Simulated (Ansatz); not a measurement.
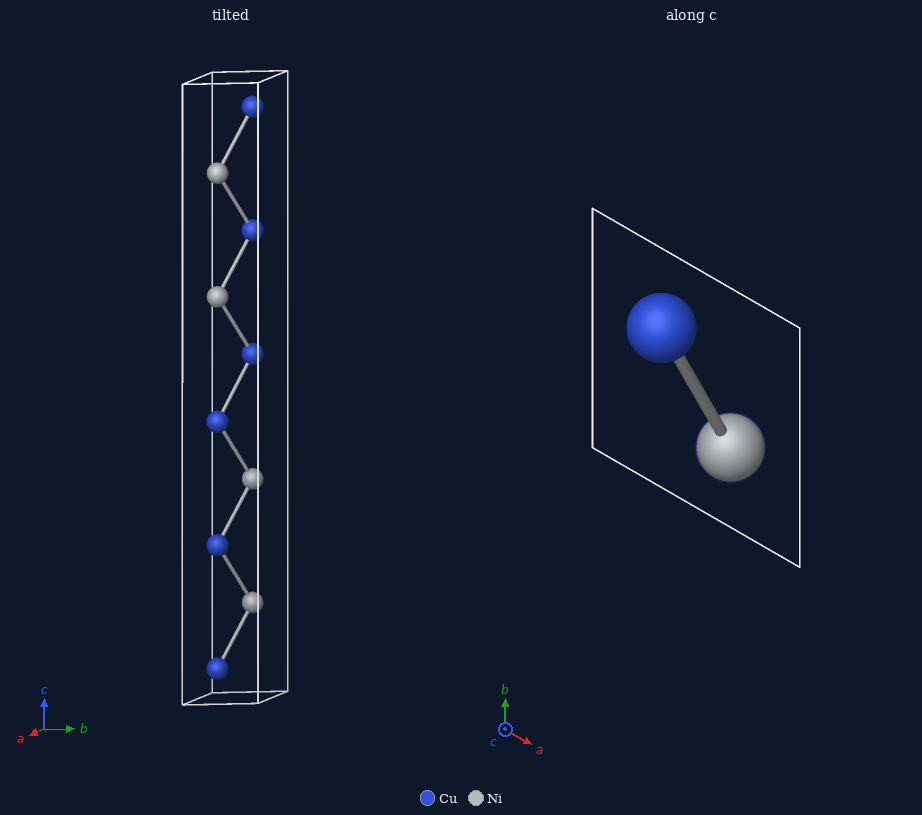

We look at a ball-and-stick model of the crystal slightly off an axis and along the c axis. Lines trace the edges of the conventional unit cell. Cell: a = 2.52 Å, b = 2.52 Å, c = 20.86 Å, α = 90.00°, β = 90.00°, γ = 120.00°.

The initial geometry was a structure type filled with these elements by a generator (whether the compound takes this form wasn't checked). Earlier steps of the study, as a rule a relaxation of our own, may have changed the cell and positions, so they can lie some per cent off the listed ones. It went into a calculation with Ansatz.

Explain the picture.

Answer. This is Cu3Ni2. Its lattice is primitive hexagonal, its space group P6_3/mmc (No. 194). Atoms per cell: 10 (6 Cu, 4 Ni). About every Ni there are six Cu and six Ni in an anticuboctahedral arrangement (about 2.5 Å to Cu, 2.5 Å to Ni). Cu takes two kinds of site: 4f with nine Cu and three Ni in an anticuboctahedral arrangement (about 2.5 to 2.6 Å to Cu, 2.5 Å to Ni); 2d with six Cu and six Ni in an anticuboctahedral arrangement (about 2.5 Å to Cu, 2.5 Å to Ni). The bonds build a three-dimensional framework.

All computed values are from DFT r2SCAN, scalar-relativistic, plane waves, PAW in Ansatz 0.2.0. Settings: 500 eV cutoff, 18×18×2 k-points, Gaussian smearing of 0.1 eV, no spin polarisation (a spin-restricted run, not always the ground state).

Metal or not?

Answer. A metal: bands cross the Fermi level.

Give the Bader charge of each element.

Answer. Cu +0.04 e; Ni -0.06 e.

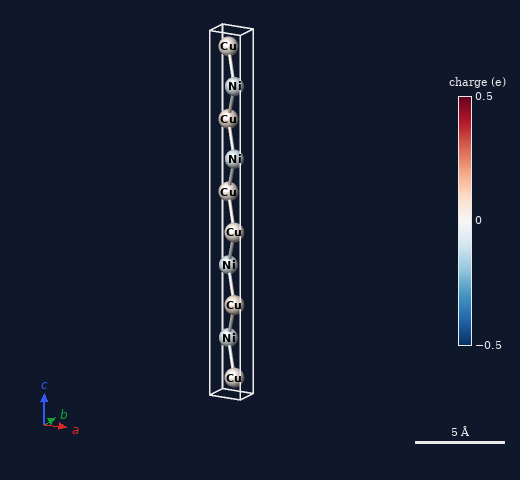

The atoms coloured by those charges. The run's cell of 10 atoms is drawn.

Do the forces and the stress vanish for this geometry?

Answer. No. The largest force is 0.03 eV/Å. The pressure is -7.3 GPa, so the cell would contract.
